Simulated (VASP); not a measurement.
NaCl: geometry relaxation (part 2 of 2)

The same run, continued: NaCl (2 atoms in the cell); Kohn-Sham DFT of a periodic cell, PBEsol, VASP PAW PBE potentials, recommended, no spin polarisation (VASP 6.6.1); cutoff 600 eV, 8×8×8 k-mesh, Gaussian smearing of 0.03 eV. The structure derives from an entry of the Crystallography Open Database.

Geometry of the input (Å; fractional positions):
```
0.0000  2.8100  2.8100
2.8100  0.0000  2.8100
2.8100  2.8100  0.0000
Na 0.0000  0.0000  0.0000
Cl 0.5000  0.5000  0.5000
```

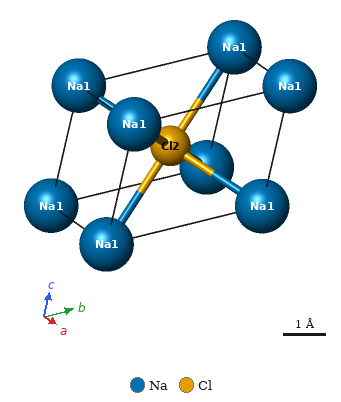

**Figure 1.** The geometry at step 1 of the log (ball-and-stick view of the cell of the calculation, seen slightly off an axis; atoms are numbered from 1 in the order of the input).

## Parts of OUTCAR, continued
```
 Free energy of the ion-electron system (eV)
  ---------------------------------------------------
  ext. energy  EPLUGINS =         0.00000000
  ---------------------------------------------------
  free energy    TOTEN  =        -6.99847186 eV

  energy without entropy =       -6.99847186  energy(sigma->0) =       -6.99847186

------------------------ aborting loop because EDIFF is reached ----------------------------------------

  FORCE on cell =-STRESS in cart. coord.  units (eV):
  Direction    XX          YY          ZZ          XY          YZ          ZX
  --------------------------------------------------------------------------------------
  -------------------------------------------------------------------------------------
  Total       -0.0539635     -0.0539635     -0.0539635      0.0000000      0.0000000      0.0000000
  in kB       -1.9483276     -1.9483276     -1.9483276      0.0000000      0.0000000      0.0000000
  external PRESSURE =      -1.9483276 kB  Pullay stress =       0.0000000 kB

 VOLUME and BASIS-vectors are now :
 -----------------------------------------------------------------------------
  energy-cutoff  :      600.00
  volume of cell :       44.38
      direct lattice vectors                 reciprocal lattice vectors
     0.000000000  2.810000000  2.810000000    -0.177935943  0.177935943  0.177935943
     2.810000000  0.000000000  2.810000000     0.177935943 -0.177935943  0.177935943
     2.810000000  2.810000000  0.000000000     0.177935943  0.177935943 -0.177935943

 POSITION                                       TOTAL-FORCE (eV/Angst)
 -----------------------------------------------------------------------------------
      0.00000      0.00000      0.00000        -0.000000      0.000000      0.000000
      2.81000      2.81000      2.81000         0.000000     -0.000000     -0.000000
 -----------------------------------------------------------------------------------
    total drift:                                0.000000     -0.000000     -0.000000

  FREE ENERGIE OF THE ION-ELECTRON SYSTEM (eV)
  ---------------------------------------------------
  free  energy   TOTEN  =        -6.9984718590 eV

  energy  without entropy=       -6.9984718590  energy(sigma->0) =       -6.99847186

--------------------------------------- Ionic step        2  -------------------------------------------

 number of electron      14.0000008 magnetization

------------------------ aborting loop because EDIFF is reached ----------------------------------------

  FORCE on cell =-STRESS in cart. coord.  units (eV):
  Direction    XX          YY          ZZ          XY          YZ          ZX
  --------------------------------------------------------------------------------------
  -------------------------------------------------------------------------------------
  Total       -0.0218601     -0.0218601     -0.0218601      0.0000000      0.0000000      0.0000000
  in kB       -0.7923402     -0.7923402     -0.7923402      0.0000000      0.0000000      0.0000000
  external PRESSURE =      -0.7923402 kB  Pullay stress =       0.0000000 kB

 VOLUME and BASIS-vectors are now :
 -----------------------------------------------------------------------------
  energy-cutoff  :      600.00
  volume of cell :       44.20
      direct lattice vectors                 reciprocal lattice vectors
     0.000000000  2.806342302  2.806342302    -0.178167859  0.178167859  0.178167859
     2.806342302  0.000000000  2.806342302     0.178167859 -0.178167859  0.178167859
     2.806342302  2.806342302 -0.000000000     0.178167859  0.178167859 -0.178167859

 POSITION                                       TOTAL-FORCE (eV/Angst)
 -----------------------------------------------------------------------------------
      2.80634      0.00000      2.80634         0.000000      0.000000      0.000000
      2.80634      2.80634      2.80634        -0.000000     -0.000000     -0.000000
 -----------------------------------------------------------------------------------
    total drift:                                0.000000     -0.000000      0.000000

  FREE ENERGIE OF THE ION-ELECTRON SYSTEM (eV)
  ---------------------------------------------------
  free  energy   TOTEN  =        -6.9986378299 eV

  energy  without entropy=       -6.9986378299  energy(sigma->0) =       -6.99863783

--------------------------------------- Ionic step        3  -------------------------------------------

 number of electron      14.0000009 magnetization

 Free energy of the ion-electron system (eV)
  ---------------------------------------------------
  ext. energy  EPLUGINS =         0.00000000
  ---------------------------------------------------
  free energy    TOTEN  =        -6.99866824 eV

  energy without entropy =       -6.99866824  energy(sigma->0) =       -6.99866824

 E-fermi :  -0.5095     XC(G=0):  -8.4030     alpha+bet : -8.2152

 val. band max:       -0.6929638881   @ k =   0.0000   0.0000   0.0000
 cond. band min:       4.2972932346   @ k =   0.0000   0.0000   0.0000
 fundamental gap:      4.9902571227
 Fermi energy:        -0.5094634268

 k-point     1 :       0.0000    0.0000    0.0000
  band No.  band energies     occupation
      1     -21.3151      2.00000
      2     -21.3151      2.00000
      3     -21.3151      2.00000
      4     -13.3734      2.00000
      5      -0.6930      2.00000
      6      -0.6930      2.00000
      7      -0.6930      2.00000
      8       4.2973      0.00000
      9      10.3198      0.00000
     10      10.3198      0.00000
     11      10.3198      0.00000

 k-point     2 :       0.1250    0.0000    0.0000
  band No.  band energies     occupation
      1     -21.3200      2.00000
      2     -21.3154      2.00000
      3     -21.3154      2.00000
      4     -13.3230      2.00000
      5      -1.0838      2.00000
      6      -0.7360      2.00000
      7      -0.7360      2.00000
      8       4.8082      0.00000
      9       9.7536      0.00000
     10      10.5176      0.00000
     11      10.5176      0.00000

 k-point     3 :       0.2500    0.0000    0.0000
  band No.  band energies     occupation
      1     -21.3317      2.00000
      2     -21.3162      2.00000
      3     -21.3162      2.00000
      4     -13.1976      2.00000
      5      -1.8484      2.00000
      6      -0.8365      2.00000
      7      -0.8365      2.00000
      8       5.7861      0.00000
      9       9.1999      0.00000
     10      10.6237      0.00000
     11      10.6237      0.00000

 k-point     4 :       0.3750    0.0000    0.0000
  band No.  band energies     occupation
      1     -21.3433      2.00000
      2     -21.3171      2.00000
      3     -21.3171      2.00000
      4     -13.0666      2.00000
      5      -2.4770      2.00000
      6      -0.9325      2.00000
      7      -0.9325      2.00000
      8       6.3311      0.00000
      9       9.5069      0.00000
     10      10.3439      0.00000
     11      10.3439      0.00000

 k-point     5 :       0.5000    0.0000    0.0000
  band No.  band energies     occupation
      1     -21.3481      2.00000
      2     -21.3174      2.00000
      3     -21.3174      2.00000
      4     -13.0105      2.00000
      5      -2.7134      2.00000
      6      -0.9711      2.00000
      7      -0.9711      2.00000
      8       6.4104      0.00000
      9       9.9324      0.00000
     10      10.2064      0.00000
     11      10.2064      0.00000

 [... the levels of 18 k-points are left out ...]

 k-point    24 :      -0.3750    0.2500    0.1250
  band No.  band energies     occupation
      1     -21.3415      2.00000
      2     -21.3241      2.00000
      3     -21.3199      2.00000
      4     -12.9769      2.00000
      5      -2.4282      2.00000
      6      -1.4985      2.00000
      7      -1.1263      2.00000
      8       7.4933      0.00000
      9       8.8307      0.00000
     10       9.4664      0.00000
     11      10.9883      0.00000

 [... further k-points ...]

------------------------ aborting loop because EDIFF is reached ----------------------------------------

  FORCE on cell =-STRESS in cart. coord.  units (eV):
  Direction    XX          YY          ZZ          XY          YZ          ZX
  --------------------------------------------------------------------------------------
  -------------------------------------------------------------------------------------
  Total       -0.0139779     -0.0139779     -0.0139779     -0.0000000      0.0000000      0.0000000
  in kB       -0.5072755     -0.5072755     -0.5072755     -0.0000000      0.0000000      0.0000000
  external PRESSURE =      -0.5072755 kB  Pullay stress =       0.0000000 kB

 VOLUME and BASIS-vectors are now :
 -----------------------------------------------------------------------------
  energy-cutoff  :      600.00
  volume of cell :       44.15
      direct lattice vectors                 reciprocal lattice vectors
     0.000000000  2.805174024  2.805174024    -0.178242061  0.178242061  0.178242061
     2.805174024  0.000000000  2.805174024     0.178242061 -0.178242061  0.178242061
     2.805174024  2.805174024 -0.000000000     0.178242061  0.178242061 -0.178242061

 POSITION                                       TOTAL-FORCE (eV/Angst)
 -----------------------------------------------------------------------------------
      0.00000      0.00000      0.00000         0.000000     -0.000000      0.000000
      2.80517      2.80517      2.80517        -0.000000      0.000000     -0.000000
 -----------------------------------------------------------------------------------
    total drift:                                0.000000     -0.000000     -0.000000

  FREE ENERGIE OF THE ION-ELECTRON SYSTEM (eV)
  ---------------------------------------------------
  free  energy   TOTEN  =        -6.9986682416 eV

  energy  without entropy=       -6.9986682416  energy(sigma->0) =       -6.99866824

 reached required accuracy - stopping structural energy minimisation
```

## CONTCAR
```
NaCl
   1.00000000000000
     0.0000000000000000    2.8051740242911687    2.8051740242911687
     2.8051740242911687    0.0000000000000000    2.8051740242911687
     2.8051740242911687    2.8051740242911687   -0.0000000000000000
  Na              Cl
     1     1
Direct
     0.0000000000000000    0.0000000000000000    0.0000000000000000
     0.5000000000000000    0.5000000000000000    0.5000000000000000

  0.00000000E+00  0.00000000E+00  0.00000000E+00
  0.00000000E+00  0.00000000E+00  0.00000000E+00
```

## Trajectory as extended XYZ (Å, eV, eV/Å), 3 frames, from step=0 to step=2
```
2
Lattice="0.0000 2.8100 2.8100 2.8100 0.0000 2.8100 2.8100 2.8100 0.0000" Properties=species:S:1:pos:R:3:forces:R:3 step=0 energy=-6.99847
Na    0.0000    0.0000    0.0000    0.0000   0.0000   0.0000
Cl    2.8100    2.8100    2.8100    0.0000   0.0000   0.0000
2
Lattice="0.0000 2.8063 2.8063 2.8063 0.0000 2.8063 2.8063 2.8063 -0.0000" Properties=species:S:1:pos:R:3:forces:R:3 step=1 energy=-6.99864
Na    2.8063    0.0000    2.8063    0.0000   0.0000   0.0000
Cl    2.8063    2.8063    2.8063    0.0000   0.0000   0.0000
2
Lattice="0.0000 2.8052 2.8052 2.8052 0.0000 2.8052 2.8052 2.8052 -0.0000" Properties=species:S:1:pos:R:3:forces:R:3 step=2 energy=-6.99867
Na    0.0000    0.0000    0.0000    0.0000   0.0000   0.0000
Cl    2.8052    2.8052    2.8052    0.0000   0.0000   0.0000
```

## Results in brief

| quantity | value |
| --- | --- |
| outcome | converged |
| space group (tolerance 0.01 Å) | Fm-3m (225) |
| electrons treated | 14 |
| free energy | −6.9987 eV |
| Fermi energy | −0.509 eV |
| gap on the k-point mesh | 4.99 eV |
| pressure | −0.05 GPa |
| final volume | 44.15 Å³ |
| largest force (length of the vector) at the end | under 0.001 eV/Å |
| final cell | a = 3.967 Å, b = 3.967 Å, c = 3.967 Å, α = 60.00°, β = 60.00°, γ = 60.00° |
| hardware | 1 thread of Intel Xeon (Granite Rapids), 64 GiB of memory available, shared host |
| wall time | 9.2 s |
| peak memory | 0.18 GiB |
